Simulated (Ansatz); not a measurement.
**Single-point calculation, with input and output: Co**

Co (6 atoms in the cell), computed with DFT, PBE, plane waves, PAW, spin-polarised (Ansatz 0.2.0).

The structure derives from a Materials Project entry. Figures and captions count atoms from 1; the log counts them from 0 in places.

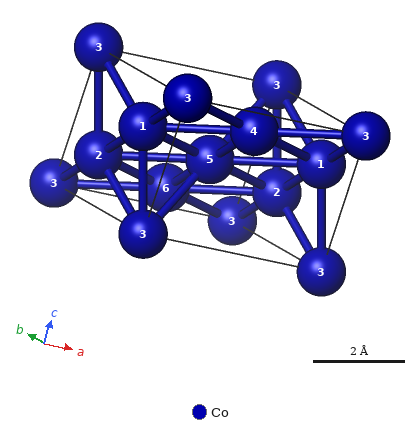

The input geometry (ball-and-stick view of the reduced cell, seen slightly off an axis; atoms are numbered from 1 in the order of the input). Near neighbours in the crystal (not all of them lie inside the picture): Co has 12 Co at 2.49 Å.

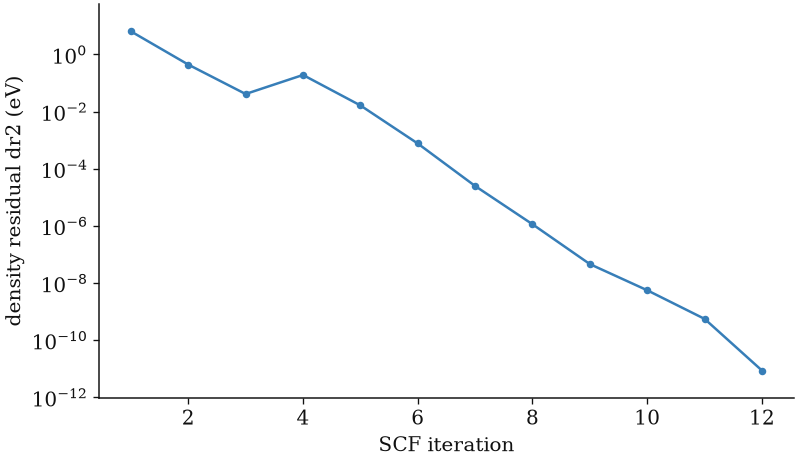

Convergence of the self-consistent field: density residual dr2 against the SCF iteration. The residual comes down, with one marked jump up, by a factor of about 5, at step 4.

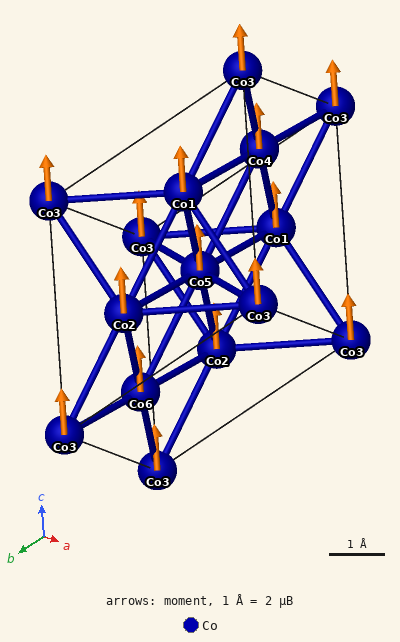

Magnetic moments of the sites as orange arrows (ball-and-stick view of the reduced cell, seen at an oblique angle; atoms are numbered from 1 in the order of the input); small moments hardly show. The run is collinear, so the axis drawn is arbitrary. Site moments: all 6 Co atoms (1.73 μB). They are counted near the atoms and needn't add up to the moment of the cell.

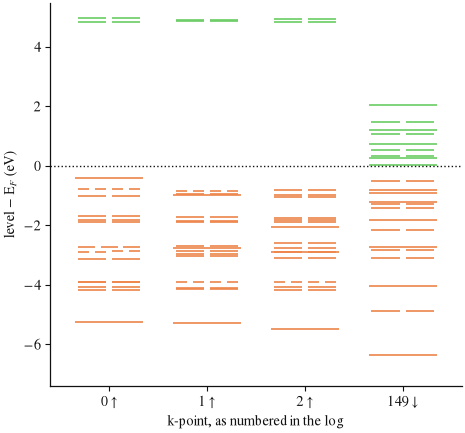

Kohn–Sham levels near the Fermi level (dotted) at the few k-points that the log prints; levels within 0.02 eV of each other stand side by side. The system is metallic on the full mesh.

The input that produced these results follows, with the program's output.

### Input file
```yaml
crystal:
  lattice:
    - [-3.5236197602, -1.7603974386, -1.7603974386]
    - [-1.7618098801, -3.5217122415, 1.7613148029]
    - [-3.5220142339, 1.7587919123, 1.7587919123]
  atoms:
    - { symbol: Co, position: [0.6666666667, 0.6666666667, 0.0], spin: 1.88 }
    - { symbol: Co, position: [0.3333333333, 0.3333333333, 0.0], spin: 1.88 }
    - { symbol: Co, position: [0.0, 0.0, 0.0], spin: 1.88 }
    - { symbol: Co, position: [0.8333333333, 0.3333333333, 0.5], spin: 1.88 }
    - { symbol: Co, position: [0.5, 1.0, 0.5], spin: 1.88 }
    - { symbol: Co, position: [0.1666666667, 0.6666666667, 0.5], spin: 1.88 }
basis:
  ecutwfc: 420
kpoints:
  mp_grid: { grid: [8, 8, 8] }
hamiltonian:
  xc: pbe
scf:
  occupations: { method: gaussian, width: 0.1 }
  convergence: { dr2_threshold: 1.0e-09 }
output:
  forces: true
  eigenvalues: true
  stress: true
magnetization:
  spin_polarized: true
```

Run as:
```bash
ansatz run input.yaml --threads 1 --pin off --max-ram 2560MiB --backend cpu --events-out ev --progress --plain --runs-dir out
```

### What the program printed
```
Warning: output.stress: scf.convergence.dr2_threshold = 1e-9 eV is looser than the 6e-10 eV advised for a printed stress (1e-10 eV for each atom of the cell: 6). What an SCF threshold leaves in a stress goes as its square root, and in the free energy as the threshold itself, and one threshold admits the most on a small cell: of the crystals measured, under no hybrid functional and no lock of the moments, on runs that ended without the residual-converged pass, on stresses that held no estimate of that error, the worst erred by over 100 MPa in a component at 1e-7 eV an atom and by under 5 at 1e-10. Set scf.convergence.dr2_threshold to 6e-10 eV or tighter. The threshold is an SCF's pass mark: one that does not reach it within its budget of iterations ends unconverged, or closes short of it on a stop that the run arms, and scf.convergence.dr2_threshold's page says what that costs each kind of run
Engine: ansatz 0.2.0, aarch64-unknown-linux-gnu
Pseudopotentials: kind: paw
Pseudopotential: Co, paw, valence charge 17, recommended cutoff 420 eV (normal), Co.paw.azcp
Functional definition: PBE
  parameter kappa = 0.804
  parameter beta = 0.06672455060314922
  exchange = pbe_x(kappa = kappa, mu = beta*pi^2/3)
  correlation = pbe_c(beta = beta)
Crystal: 6 atoms, lattice volume = 65.496 Å³
Basis set: ecut = 420 eV, 1255 PW (Γ), exchange–correlation on 60×60×60 points (8 copies of the dense FFT grid, shifted against one another)
Bands: 68, of which v1, the nominal top of the filled ones, is band 51 counted from 1 (50 counted from 0)
Symmetry: 24 space group operations
Space group: C2/m (ITA 12), of the structure as read, at distance tolerance 4.0e-5 Å
Magnetic group: BNS 12.58 (UNI 65), of the structure as read, at distance tolerance 4.0e-5 Å
k-points: 150 of 512
Non-local potential: Co, projectors of the file, l = 0: 3, l = 1: 2, l = 2: 3, l = 3: 1
PAW form: soft (Blöchl's): semilocal exchange-correlation on the pseudo side does not see the compensation charge
PAW one-centre angular grid: Co, 590 points (default); XC on 64 Gauss nodes
Initial density: superposition of atomic densities (chi_scale 0.1, normalization cell)
Starting moments: Σ|m| = 11.28 μB on 6 of 6 sites
Initial wavefunctions: pseudopotential atomic-orbital guess
Functional: x = pbe(κ = 0.804, μ = 0.2195149727645171), c = pbe(β = 0.06672455060314922)
SCF iter   1: F=—  HF=-30754.832682 eV  |F-HF|=—  |Δ(HF+E_count)|=         —  Δρ=9.38e-2 (↑3.77e-2 ↓9.38e-2)  dr2=6.46e0  dr2_m=5.19e-1  M=10.563 μB ∫|m|=10.929 μB  β_m=0.30  ethr=3.10e-3  ⟨swp⟩=5.1  Hψ=63379  notcnv=0  defer=468
Mixer restart at iter 1: flushing history
preconditioner: auto → Kerker (q_TF=auto, 2.937 Å⁻¹)  [metal: Δε(μ)=0.001 eV  Ē_g=8.357 eV  σ=0.100 eV  W_gap=0.00  n_scr=20 (ndim 8)  ℏωp=33.7 eV  f_vac=0.000  D(μ)=7.01/eV (n_scr^D=80)]
spin=Collinear: Kerker preconditioning applied to the charge; magnetization (m = ρ↑ − ρ↓) channel mixes plain (no charge-response kernel on spin).
SCF iter   2: F=—  HF=-30752.905104 eV  |F-HF|=—  |Δ(HF+E_count)|=    1.93e0  Δρ=4.00e-2 (↑1.60e-2 ↓4.00e-2)  dr2=4.43e-1  dr2_m=4.23e-1  M=10.585 μB ∫|m|=11.078 μB  β_m=0.37  ethr=3.10e-3  ⟨swp⟩=2.2  Hψ=32223  notcnv=0  defer=2084
SCF iter   3: F=—  HF=-30754.734542 eV  |F-HF|=—  |Δ(HF+E_count)|=    1.83e0  Δρ=1.92e-2 (↑1.92e-2 ↓1.07e-2)  dr2=4.14e-2  dr2_m=1.12e-1  M=10.385 μB ∫|m|=11.022 μB  β_m=0.55  ethr=4.34e-4  ⟨swp⟩=2.1  Hψ=25604  notcnv=0  defer=2087
SCF iter   4: F=—  HF=-30756.388831 eV  |F-HF|=—  |Δ(HF+E_count)|=    1.65e0  Δρ=1.39e-2 (↑1.39e-2 ↓1.01e-2)  dr2=1.92e-1  dr2_m=7.82e-3  M=10.115 μB ∫|m|=10.897 μB  β_m=0.78  ethr=4.06e-5  ⟨swp⟩=2.0  Hψ=39382  notcnv=0  defer=2100
SCF iter   5: F=—  HF=-30756.822273 eV  |F-HF|=—  |Δ(HF+E_count)|=   4.33e-1  Δρ=4.39e-3 (↑4.39e-3 ↓1.63e-3)  dr2=1.65e-2  dr2_m=1.66e-3  M=9.973 μB ∫|m|=10.833 μB  β_m=0.89  ethr=4.06e-5  ⟨swp⟩=2.0  Hψ=39800  notcnv=0  defer=2089
SCF iter   6: F=—  HF=-30756.838010 eV  |F-HF|=—  |Δ(HF+E_count)|=   1.57e-2  Δρ=9.06e-4 (↑8.26e-4 ↓9.06e-4)  dr2=7.66e-4  dr2_m=5.88e-6  M=9.941 μB ∫|m|=10.833 μB  β_m=0.90  ethr=1.61e-5  ⟨swp⟩=2.3  Hψ=34717  notcnv=0  defer=2087
SCF iter   7: F=—  HF=-30756.838636 eV  |F-HF|=—  |Δ(HF+E_count)|=   6.25e-4  Δρ=2.54e-4 (↑2.54e-4 ↓1.23e-4)  dr2=2.49e-5  dr2_m=8.86e-6  M=9.946 μB ∫|m|=10.837 μB  β_m=0.95  ethr=7.51e-7  ⟨swp⟩=2.0  Hψ=30362  notcnv=0  defer=2087
SCF iter   8: F=—  HF=-30756.838638 eV  |F-HF|=—  |Δ(HF+E_count)|=   2.06e-6  Δρ=5.70e-5 (↑2.82e-5 ↓5.70e-5)  dr2=1.14e-6  dr2_m=6.52e-7  M=9.946 μB ∫|m|=10.838 μB  β_m=0.97  ethr=2.44e-8  ⟨swp⟩=2.0  Hψ=35234  notcnv=0  defer=2087
SCF iter   9: F=—  HF=-30756.838638 eV  |F-HF|=—  |Δ(HF+E_count)|=   1.08e-7  Δρ=6.76e-6 (↑5.36e-6 ↓6.76e-6)  dr2=4.59e-8  dr2_m=2.95e-9  M=9.946 μB ∫|m|=10.837 μB  β_m=0.99  ethr=1.12e-9  ⟨swp⟩=1.2  Hψ=20541  notcnv=0  defer=2087
SCF iter  10: F=—  HF=-30756.838638 eV  |F-HF|=—  |Δ(HF+E_count)|=   1.36e-8  Δρ=2.72e-6 (↑1.46e-6 ↓2.72e-6)  dr2=5.57e-9  dr2_m=3.62e-10  M=9.946 μB ∫|m|=10.837 μB  β_m=0.99  ethr=4.50e-11  ⟨swp⟩=2.0  Hψ=25256  notcnv=0  defer=2087
SCF iter  11: F=—  HF=-30756.838638 eV  |F-HF|=—  |Δ(HF+E_count)|=  6.48e-10  Δρ=6.57e-7 (↑6.57e-7 ↓5.83e-7)  dr2=5.55e-10  dr2_m=8.21e-12  M=9.946 μB ∫|m|=10.837 μB  β_m=0.93  ethr=5.47e-12  ⟨swp⟩=2.1  Hψ=28699  notcnv=0  defer=2087
SCF iter  12: F=-30756.838638 eV  HF=-30756.838638 eV  |F-HF|=3.64e-12  |Δ(HF+E_count)|=  1.13e-10  Δρ=1.73e-7 (↑5.51e-8 ↓1.73e-7)  dr2=8.64e-12  dr2_m=3.10e-12  M=9.946 μB ∫|m|=10.837 μB  ethr=1.00e-12  ⟨swp⟩=6.7  Hψ=85975  notcnv=0
SCF 1 converged in 12 iterations: F = -30756.838638 eV  dr2 = 8.64e-12
  greatest PAW one-centre occupation: 1.001 electrons in one spin orbital (limit 2), on the Co atom at site 5 (counted from 0), in its partial waves of l = 1
SCF converged after 12 iterations
Magnetization: 9.9456 μB (55.9728 up, 46.0272 down)
Absolute magnetization: 10.8400 μB (∫|ρ↑−ρ↓|, with the PAW one-centre terms)
Spin contamination: 0.1579 ħ² per cell (⟨S²⟩ above its minimum at these occupations)
Per-site moments (μB) at R_I (Å): [(1.725912872383204, 1.026482648311397), (1.7259128723832042, 1.0264826483113967), (1.7259128723832042, 1.026482648311397), (1.725912872383204, 1.0264826483113967), (1.7259128723832042, 1.026482648311397), (1.7259128723832045, 1.026482648311397)]
Free energy (F): -30756.838638 eV
Harris-Foulkes:  -30756.838638 eV  (|F-HF|=3.64e-12)
Internal energy: -30756.804404 eV  (E = F + TS)
E sigma→0 (E₀):  -30756.821521 eV
Entropy (-TS):   -0.034234 eV (-5.706 meV/atom)
Fermi energy:    18.669594 eV
--- Per-component energies (eV) ---
  E_band       = -1477.361395
  E_kinetic    = 2720.310732
  E_local      = -17043.492436  (includes V_loc(G=0)·N_el)
  E_nonlocal   = 2724.681709
  E_hartree    = 7141.046828
  E_xc         = -953.720547
  E_vxc        = -1230.688865  (∫ρ·V_xc dr)
  E_paw        = -9090.554005  (= ΣΔE_a)
  E_vpaw       = -2930.267212  (= ΣTr[D̂ρ^β])
  E_aug_tail   = 0.000644  (compensation charges beyond the density's cutoff)
  E_ewald      = -16255.077328
  E_smearing   = -0.034234  (= −TS)
  E_closure    = -0.000000  (closes the sum)
  Σ components = -30756.838638   (vs F -30756.838638, Δ=0.00e0)
--- Forces (eV/Å), atoms counted from 1 ---
  atom   1  Co     0.00000000     0.00000000     0.00000000
  atom   2  Co    -0.00000000    -0.00000000    -0.00000000
  atom   3  Co     0.00000000     0.00000000    -0.00000000
  atom   4  Co     0.00000000     0.00000000     0.00000000
  atom   5  Co    -0.00000000    -0.00000000    -0.00000000
  atom   6  Co     0.00000000    -0.00000000     0.00000000
  max |Σ_I F_I| component: 2.78e-27 eV/Å
--- Stress (GPa, compression-positive) ---
        0.010128      -0.000112      -0.000112
       -0.000112      -0.006878      -0.002325
       -0.000112      -0.002325      -0.006878
  P = ⅓ Tr σ = -0.0012 GPa (-0.012 kbar)
--- Band table (eV; the first three rows and the last of 300) ---
  k-point 0 ↑: bands = ["-77.5316", "-77.4781", "-77.4654", "-77.4654", "-77.4652", "-77.4652", "-40.9173", "-40.8471", "-40.8471", "-40.8171", "-40.8171", "-40.8138", "-40.8138", "-40.7709", "-40.7709", "-40.6923", "-40.6923", "-40.6788", "-40.6788", "-40.6495", "-40.6477", "-40.6051", "-40.6032", "-40.6019", "9.5559", "13.4102", "14.4912", "14.4912", "14.6054", "14.6054", "14.7443", "14.7443", "14.7687", "14.7687", "15.5347", "15.5347", "15.7803", "15.7803", "15.7857", "15.7869", "15.9249", "15.9252", "15.9315", "16.7611", "16.7611", "16.8469", "16.8469", "16.9607", "16.9625", "17.6344", "17.6344", "17.8676", "17.8690", "17.8690", "17.8732", "18.2697", "23.4832", "23.4832", "23.6300", "23.6300", "24.6819", "25.4363", "25.4363", "26.2397", "26.2397", "29.3463", "29.3463", "32.0923"]
  k-point 1 ↑: bands = ["-77.5296", "-77.4802", "-77.4654", "-77.4654", "-77.4652", "-77.4652", "-40.9055", "-40.8420", "-40.8420", "-40.8347", "-40.8347", "-40.7928", "-40.7928", "-40.7802", "-40.7802", "-40.6880", "-40.6880", "-40.6822", "-40.6822", "-40.6478", "-40.6460", "-40.6143", "-40.6068", "-40.6046", "9.7111", "13.3680", "14.5252", "14.5252", "14.5675", "14.5675", "14.7488", "14.7488", "14.7563", "14.7563", "15.6170", "15.6170", "15.7084", "15.7084", "15.8135", "15.8148", "15.8871", "15.9630", "15.9632", "16.7814", "16.7814", "16.8133", "16.8133", "16.9447", "16.9463", "17.6820", "17.7135", "17.7135", "17.8022", "17.8042", "17.8042", "17.8076", "23.5217", "23.5217", "23.5768", "23.5768", "25.5797", "25.6586", "25.6586", "25.9513", "25.9513", "29.9407", "29.9407", "30.8074"]
  k-point 2 ↑: bands = ["-77.5239", "-77.4860", "-77.4653", "-77.4653", "-77.4653", "-77.4653", "-40.8717", "-40.8463", "-40.8463", "-40.8275", "-40.8275", "-40.8009", "-40.8009", "-40.7741", "-40.7741", "-40.6894", "-40.6894", "-40.6818", "-40.6818", "-40.6489", "-40.6430", "-40.6411", "-40.6116", "-40.6095", "10.1661", "13.1678", "14.5045", "14.5045", "14.5904", "14.5904", "14.7450", "14.7450", "14.7629", "14.7629", "15.5724", "15.5724", "15.7501", "15.7501", "15.7732", "15.8910", "15.8923", "16.0540", "16.0540", "16.6049", "16.7704", "16.7704", "16.8299", "16.8299", "16.9191", "16.9200", "17.6218", "17.6265", "17.6748", "17.6748", "17.8348", "17.8348", "23.4991", "23.4991", "23.6022", "23.6022", "25.5332", "25.5332", "26.1078", "26.1078", "27.6543", "29.6390", "29.6390", "31.2904"]
  k-point 149 ↓: bands = ["-75.3978", "-75.3823", "-75.3823", "-75.3704", "-75.3578", "-75.3578", "-38.8086", "-38.7938", "-38.7938", "-38.7839", "-38.7839", "-38.7481", "-38.7481", "-38.7353", "-38.6533", "-38.6427", "-38.6427", "-38.6272", "-38.6263", "-38.6263", "-38.5888", "-38.5888", "-38.5818", "-38.5632", "12.3122", "13.7850", "13.7850", "14.6323", "15.5711", "15.5711", "15.8414", "15.8414", "15.9473", "16.4960", "16.4960", "16.8571", "17.2500", "17.2500", "17.3720", "17.3720", "17.4413", "17.7465", "17.8441", "18.1611", "18.1611", "18.6767", "18.9265", "18.9913", "18.9913", "19.2076", "19.2076", "19.3852", "19.7163", "19.7163", "19.8674", "20.1451", "20.1451", "20.6949", "25.6273", "25.6273", "26.2306", "26.2306", "29.7354", "29.7354", "30.2849", "30.7679", "30.7680", "32.7050"]
```

### Results in brief

| quantity | value |
| --- | --- |
| outcome | converged |
| space group (tolerance 0.01 Å) | Fm-3m (225) |
| electrons treated | 102 |
| free energy | −30756.8386 eV |
| Fermi energy | 18.670 eV |
| gap on the k-point mesh | none (metallic) |
| net moment of the cell | 9.95 μB |
| integrated absolute moment | 10.84 μB |
| pressure | 0.00 GPa |
| largest force (length of the vector) | under 0.001 eV/Å |
| hardware | 1 thread of Arm Neoverse V2, 112 GiB of memory available, shared host |
| wall time | 2 min |
| peak memory | 1.1 GiB |

Settings chosen away from the usual ones: scf.convergence.dr2_threshold set to 1e-09. Warnings of the run: the SCF threshold is looser than advised for the printed stress.
